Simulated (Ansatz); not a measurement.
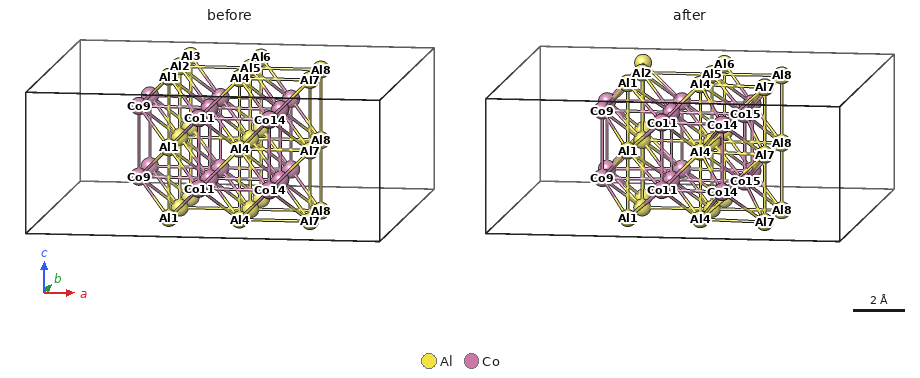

The structure of a wire of composition AlCo before (left) and after (right) a relaxation, at one scale.

Style: ball-and-stick. Shown: the 2 repeat of the cell, with the vacuum cut short, from a free direction.

Case: wire along [0 0 1], 16 atoms a period.

Theory: DFT PBEsol, scalar-relativistic, plane waves, PAW (Ansatz). Set-up: plane-wave cutoff 420 eV; k-point mesh 1 × 1 × 19; occupations gaussian; smearing width 0.05 eV; no spin polarisation; cell relaxed at fixed a, b, alpha, beta, gamma; force threshold 0.02 eV/Å; at most 45 steps.

### Summarise the run.

The largest moves relative to the centre of the atoms, 0.33 Å, are those of Al atoms. By element the largest moves are Al 0.33 Å, Co 0.29 Å. Along the periodic axis the drawn cell goes c 5.645 → 5.389 Å (−4.5 %). Some distances before and after: Co–Co 2.823 → 2.450 Å, Al–Al 2.823 → 2.650 Å, Co–Co 2.823 → 2.962 Å, Al–Al 2.823 → 2.695 Å. Over 7 accepted moves (8 points after the start) the energy falls by 1.029 eV per cell of the calculation. The largest force component goes from 1.3 to 0.0041 eV/Å. The SCF was repeated once at an unchanged geometry on a basis and grid sized afresh for the cell, which shifted the energy by 4.1 meV per cell of the calculation at most.

Limits of the set-up: an element that often carries a moment was run without spin polarisation.
